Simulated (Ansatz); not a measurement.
SrO: band-structure calculation

SrO (I4/mmm, 2 atoms in the cell), computed with DFT, r2SCAN, plane waves, PAW, no spin polarisation (Ansatz 0.2.0).

The structure derives from an entry of the Crystallography Open Database. The geometry comes from this level: r2SCAN (a point of a series of strains). It belongs to a series of runs on one base structure; here: uniaxial_y strain +5.0%. Figures and captions count atoms from 1; the log counts them from 0 in places.

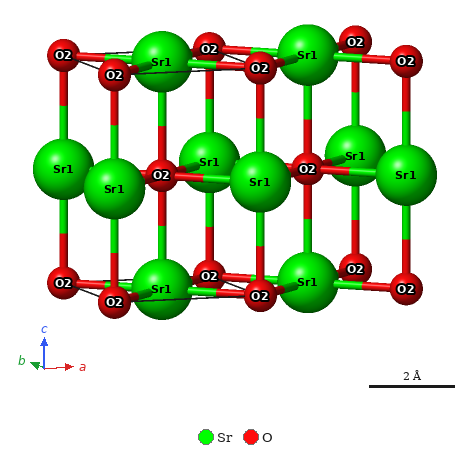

Fig. 1: The structure (ball-and-stick view of the cell 2 times as large as that of the calculation, set on its symmetry axes, repeated 2 × 1 × 1, seen slightly off an axis; atoms are numbered from 1 in the order of the input). Near neighbours in the crystal (not all of them lie inside the picture): Sr has 6 O at 2.58 to 2.71 Å; O has 6 Sr at 2.58 to 2.71 Å.

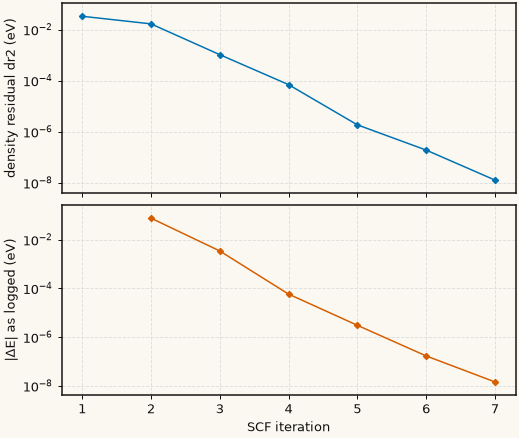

Fig. 2: Convergence of the self-consistent field: density residual dr2 and size of the energy change against the SCF iteration. The residual falls at every step.

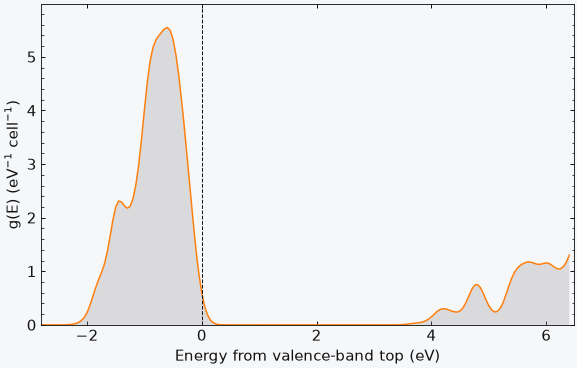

Fig. 3: Density of states (the curve is built from the levels of the k mesh with Gaussians 0.3 eV wide, which also blur the band edges), with energies from the valence-band top. There is a gap of 3.72 eV on the k-point mesh. Small ripples come from the finite k-point mesh.

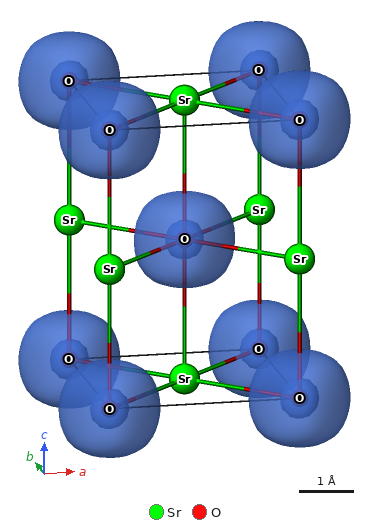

Fig. 4: Isosurface of the ELF at 0.7 (blue), seen slightly off an axis. Only the valence region is drawn (cores and ρ < 0.01 e/Å³ removed). Sticks mark near contacts. The outline is the cell set on symmetry axes. Along the contacts the grid gives the following. Sr–O (2.58 Å): the ELF is about 0.10 at the midpoint (a closed-shell, largely ionic contact). Sr–O (2.71 Å): the ELF is about 0.05 at the midpoint, which marks a closed-shell, largely ionic contact. The fields are those of the smooth PAW valence density.

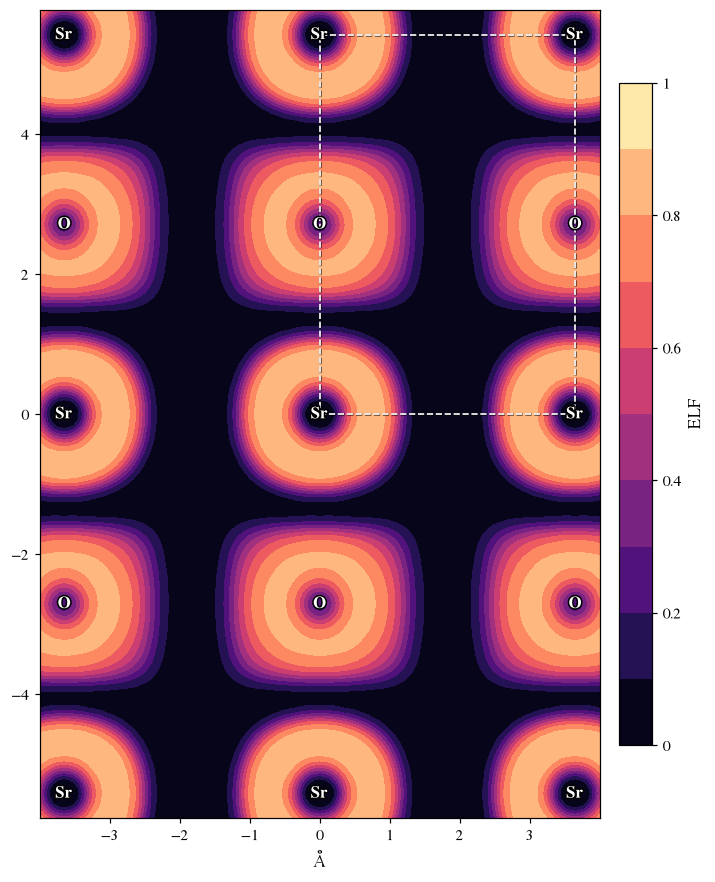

Fig. 5: ELF on the (100) plane of the conventional cell. The plane passes through Sr and O nuclei. Sr–O (2.71 Å): the ELF is about 0.05 at the midpoint (a largely ionic contact). The strong features right at Sr lie inside the PAW spheres (semicore, d or f shells) and say nothing about bonding.

These pictures come from the run below.

Input file:
```yaml
crystal:
  lattice:
    - [0.0, 2.7091453417, 2.5798927166]
    - [2.5798927166, 0.0, 2.5798927166]
    - [2.5798927166, 2.7091453417, 0.0]
  atoms:
    - { symbol: Sr, position: [0.5, 0.5, 0.5] }
    - { symbol: O, position: [0.0, 0.0, 0.0] }
kpoints:
  mp_grid: { grid: [8, 8, 8] }
  band_path:
    path:
      - [0.0, 0.0, 0.0]
      - [0.5, 0.0, 0.5]
      - [0.625, 0.25, 0.625]
      - [0.375, 0.375, 0.75]
      - [0.5, 0.5, 0.5]
      - [0.5, 0.25, 0.75]
      - [0.0, 0.5, 0.5]
    npoints: 1
hamiltonian:
  xc: r2scan
scf:
  occupations: { method: fixed }
  n_extra_bands: 4
output:
  forces: true
  stress: true
  eigenvalues: true
  write_density: true
  write_potential: true
  elf: true
  volumetric_format: npy
```

Launched with:
```bash
ansatz run input.yaml --threads 4 --pin off --max-ram 5529MiB --backend cpu --events-out ev --progress --plain --runs-dir out
```

What the program printed:
```
scf.n_extra_bands = 4 over 8 filled bands (N_el = 16.0): the run solves 12 bands
Engine: ansatz 0.2.0, aarch64-unknown-linux-gnu
Pseudopotentials: kind: paw
Pseudopotential: Sr, paw, valence charge 10, recommended cutoff 500 eV (meta_gga), Sr.paw.azcp
Pseudopotential: O, paw, valence charge 6, recommended cutoff 500 eV (meta_gga), O.paw.azcp
Functional definition: r2SCAN
  parameter k0 = 0.174
  parameter k1 = 0.065
  parameter a1 = 4.9479
  exchange = r2scan_x(k0 = k0, k1 = k1, a1 = a1)
  correlation = r2scan_c
Crystal: 2 atoms, lattice volume = 36.063 Å³
Basis set: ecut = 500 eV, 909 PW (Γ), exchange–correlation on 120×108×120 points (64 copies of the dense FFT grid, shifted against one another)
Bands: 12, of which v1, the nominal top of the filled ones, is band 8 counted from 1 (7 counted from 0)
Symmetry: 16 space group operations
Space group: I4/mmm (ITA 139), of the structure as read, at distance tolerance 3.3e-5 Å
k-points: 59 of 512
Non-local potential: Sr, projectors of the file, l = 0: 3, l = 1: 2, l = 2: 2
Non-local potential: O, projectors of the file, l = 0: 2, l = 1: 2, l = 2: 1
PAW form: soft (Blöchl's): semilocal exchange-correlation on the pseudo side does not see the compensation charge
PAW frozen core: Sr, regenerated for the run's functional (the file was generated under x = pbe(κ = 0.804, μ = 0.2195149727645171), c = pbe(β = 0.06672455060314922))
PAW frozen core: O, regenerated for the run's functional (the file was generated under x = pbe(κ = 0.804, μ = 0.2195149727645171), c = pbe(β = 0.06672455060314922))
PAW one-centre angular grid: Sr, 302 points (default); XC on 160 Gauss nodes
PAW one-centre angular grid: O, 302 points (default); XC on 160 Gauss nodes
Initial density: superposition of atomic densities (neutral atoms: chi_scale 0, normalization atom), corrected by the library's trained network
Initial wavefunctions: pseudopotential atomic-orbital guess
Functional: x = r2scan, c = r2scan; τ floored in thin density (d = 2e-4 eV/Å³)
SCF iter   1: F=—  HF=-4126.942073 eV  |F-HF|=—  |Δ(HF+E_count)|=         —  Δρ=8.16e-3  dr2=3.31e-2  dr2_τ=5.07e-2  ethr=1.77e-3  ⟨swp⟩=6.0  Hψ=4529  notcnv=0  defer=106
preconditioner: auto → none  [insulator: Δε(μ)=3.971 eV  Ē_g=17.013 eV  n_scr=10 (ndim 8)  ℏωp=23.1 eV  f_vac=0.000  ε∞_Penn≈2.8]
SCF iter   2: F=—  HF=-4127.018869 eV  |F-HF|=—  |Δ(HF+E_count)|=   7.68e-2  Δρ=8.81e-3  dr2=1.67e-2  dr2_τ=3.85e-3  ethr=2.07e-4  ⟨swp⟩=2.5  Hψ=1753  notcnv=0  defer=114
SCF iter   3: F=—  HF=-4127.015419 eV  |F-HF|=—  |Δ(HF+E_count)|=   3.45e-3  Δρ=2.35e-3  dr2=1.04e-3  dr2_τ=1.17e-4  ethr=1.05e-4  ⟨swp⟩=2.0  Hψ=997  notcnv=0  defer=115
SCF iter   4: F=—  HF=-4127.015360 eV  |F-HF|=—  |Δ(HF+E_count)|=   5.84e-5  Δρ=4.82e-4  dr2=6.98e-5  dr2_τ=8.54e-6  ethr=6.50e-6  ⟨swp⟩=2.6  Hψ=1108  notcnv=0  defer=118
SCF iter   5: F=—  HF=-4127.015357 eV  |F-HF|=—  |Δ(HF+E_count)|=   3.06e-6  Δρ=8.46e-5  dr2=1.86e-6  dr2_τ=1.72e-7  ethr=4.37e-7  ⟨swp⟩=2.0  Hψ=959  notcnv=0  defer=105
SCF iter   6: F=—  HF=-4127.015357 eV  |F-HF|=—  |Δ(HF+E_count)|=   1.69e-7  Δρ=2.33e-5  dr2=1.91e-7  dr2_τ=2.07e-8  ethr=1.16e-8  ⟨swp⟩=2.1  Hψ=1169  notcnv=0  defer=109
SCF iter   7: F=-4127.015357 eV  HF=-4127.015357 eV  |F-HF|=1.03e-8  |Δ(HF+E_count)|=   1.45e-8  Δρ=5.85e-6  dr2=1.28e-8  dr2_τ=3.87e-10  ethr=6.25e-10  ⟨swp⟩=12.9  Hψ=6221  notcnv=0
SCF 1 converged in 7 iterations: F = -4127.015357 eV  dr2 = 1.28e-8
  greatest PAW one-centre occupation: 0.988 electrons in one spin orbital (limit 2), on the Sr atom at site 0 (counted from 0), in its partial waves of l = 0
NSCF: frozen V_eff on 7 k-points
SCF converged after 7 iterations
Free energy (F): -4127.015357 eV
Harris-Foulkes:  -4127.015357 eV  (|F-HF|=1.03e-8)
Internal energy: -4127.015357 eV  (E = F + TS)
E sigma→0 (E₀):  -4127.015357 eV
Fermi energy:    7.027623 eV
--- Per-component energies (eV) ---
  E_band       = -80.941993
  E_kinetic    = 422.597977
  E_local      = -894.305172  (includes V_loc(G=0)·N_el)
  E_nonlocal   = 248.670500
  E_hartree    = 244.667545
  E_xc         = -238.638418
  E_vxc        = -285.962848  (∫ρ·V_xc dr)
  E_paw        = -2875.064865  (= ΣΔE_a)
  E_vpaw       = -77.803734  (= ΣTr[D̂ρ^β])
  E_aug_tail   = 0.001003  (compensation charges beyond the density's cutoff)
  E_vtau       = 16.527093  (kinetic-family band-sum trace: ∫τ·v_τ [+ j·A + Jᵃ·Aᵃ] dr)
  E_ewald      = -1034.765951
  E_core_change = -0.177977  (= ΣΔE_core)
  E_smearing   = -0.000000  (= −TS)
  E_closure    = 0.000000  (closes the sum)
  Σ components = -4127.015357   (vs F -4127.015357, Δ=0.00e0)
--- Forces (eV/Å), atoms counted from 1 ---
  atom   1  Sr     0.00000000    -0.00000000     0.00000000
  atom   2  O     -0.00000000     0.00000000     0.00000000
  max |Σ_I F_I| component: 3.12e-29 eV/Å
--- Stress (GPa, compression-positive) ---
       -2.177920       0.000000      -0.000000
        0.000000      -6.688188      -0.000000
       -0.000000      -0.000000      -2.177920
  P = ⅓ Tr σ = -3.6813 GPa (-36.813 kbar)
--- Band table (eV; the first three rows and the last of 59) ---
  k-point 0: bands = ["-26.5699", "-8.9590", "-7.6857", "-7.6302", "-7.6302", "6.9029", "7.0276", "7.0276", "11.1662", "13.4605", "13.8106", "13.8106"]
  k-point 1: bands = ["-26.5542", "-9.2301", "-7.6918", "-7.6349", "-7.4072", "6.5691", "6.7916", "6.8490", "11.8222", "13.4887", "13.9133", "14.0856"]
  k-point 2: bands = ["-26.5159", "-9.7004", "-7.7286", "-7.6462", "-7.0311", "5.8209", "6.4249", "6.4566", "13.2239", "13.4865", "14.7026", "14.8369"]
  k-point 58: bands = ["-26.4449", "-8.9209", "-8.4578", "-7.8899", "-7.8899", "6.3282", "6.9286", "6.9286", "10.9202", "15.1201", "17.3584", "17.6505"]
```

File bands.tsv:
```
# k_distance	band_0	band_1	band_2	band_3	band_4	band_5	band_6	band_7	band_8	band_9	band_10	band_11
# fermi_ev = 7.027623
# lock_threshold_ev = 1e-6
# [0, 0, 0] at k_distance = 0.000000
# [0.5, 0, 0.5] at k_distance = 1.159625
# [0.625, 0.25, 0.625] at k_distance = 1.590155
# [0.375, 0.375, 0.75] at k_distance = 2.330044
# [0.5, 0.5, 0.5] at k_distance = 3.069932
# [0.5, 0.25, 0.75] at k_distance = 3.910703
# [0, 0.5, 0.5] at k_distance = 5.220451
# levels_relative_to = fermi_ev
# free_energy_ev = -4127.015357
# largest_residual_norms_ev = 3.934e-4 1.615e-3 1.423e-3 1.664e-3 2.045e-3 1.709e-3 1.435e-3 2.159e-3 1.194e-3 1.651e-3 1.051e-3 2.783e-3
0.000000	-33.597486	-15.986590	-14.713290	-14.657790	-14.657790	-0.124686	0.000000	0.000000	4.138579	6.432927	6.782976	6.782976
1.159625	-33.472515	-15.948522	-15.485398	-14.917475	-14.917475	-0.699431	-0.098986	-0.098986	3.892606	8.092451	10.330777	10.622855
1.590155	-33.467937	-16.606793	-15.349099	-14.832804	-14.271991	-0.933587	-0.721323	-0.567608	5.354309	8.168886	8.930942	10.470309
2.330044	-33.454939	-16.517751	-15.320962	-14.930221	-14.436947	-0.928838	-0.570745	-0.460187	5.116722	8.125864	8.985665	10.385972
3.069932	-33.488701	-17.225711	-14.808715	-14.689337	-13.693123	-2.033258	-1.055735	-1.044311	6.832550	8.495160	9.137568	9.209602
3.910703	-33.459653	-16.563550	-15.242562	-15.192081	-14.129075	-1.100329	-0.661498	-0.434373	6.415493	6.569217	8.794518	11.121188
5.220451	-33.450182	-15.959006	-15.453142	-15.027284	-14.989359	-0.446215	-0.257347	-0.098543	3.722334	8.050332	10.517431	10.592079
```

File rho_z.tsv:
```
# z_ang	rho[e/angstrom^3]
# format = ansatz-planar-average/11
# lattice	0.000000000	2.709145342	2.579892717
# lattice	2.579892717	0.000000000	2.579892717
# lattice	2.579892717	2.709145342	0.000000000
# sites	2
# site	38	2.579892717	2.709145342	2.579892717
# site	8	0.000000000	0.000000000	0.000000000
0.000000	6.199202e-1
0.124701	6.013848e-1
0.249402	5.491300e-1
0.374103	4.741633e-1
0.498804	3.944668e-1
0.623505	3.297134e-1
0.748206	2.938262e-1
0.872907	2.905597e-1
0.997608	3.159187e-1
1.122309	3.621122e-1
1.247010	4.178424e-1
1.371711	4.699068e-1
1.496413	5.082150e-1
1.621114	5.296694e-1
1.745815	5.381223e-1
1.870516	5.399438e-1
1.995217	5.381223e-1
2.119918	5.296694e-1
2.244619	5.082150e-1
2.369320	4.699068e-1
2.494021	4.178424e-1
2.618722	3.621122e-1
2.743423	3.159187e-1
2.868124	2.905597e-1
2.992825	2.938262e-1
3.117526	3.297134e-1
3.242227	3.944668e-1
3.366928	4.741633e-1
3.491629	5.491300e-1
3.616330	6.013848e-1
```

Key numbers:

```csv
quantity,value
outcome,converged
space group (tolerance 0.01 Å),I4/mmm (139)
electrons treated,16
free energy,−4127.0154 eV
Fermi energy,7.028 eV
gap on the k-point mesh,3.72 eV
pressure,−3.68 GPa
largest force (length of the vector),under 0.001 eV/Å
hardware,"4 threads of Arm Neoverse V1, 24 GiB of memory available, shared host"
wall time,2 s (CPU time 7 s)
peak memory,0.41 GiB
```
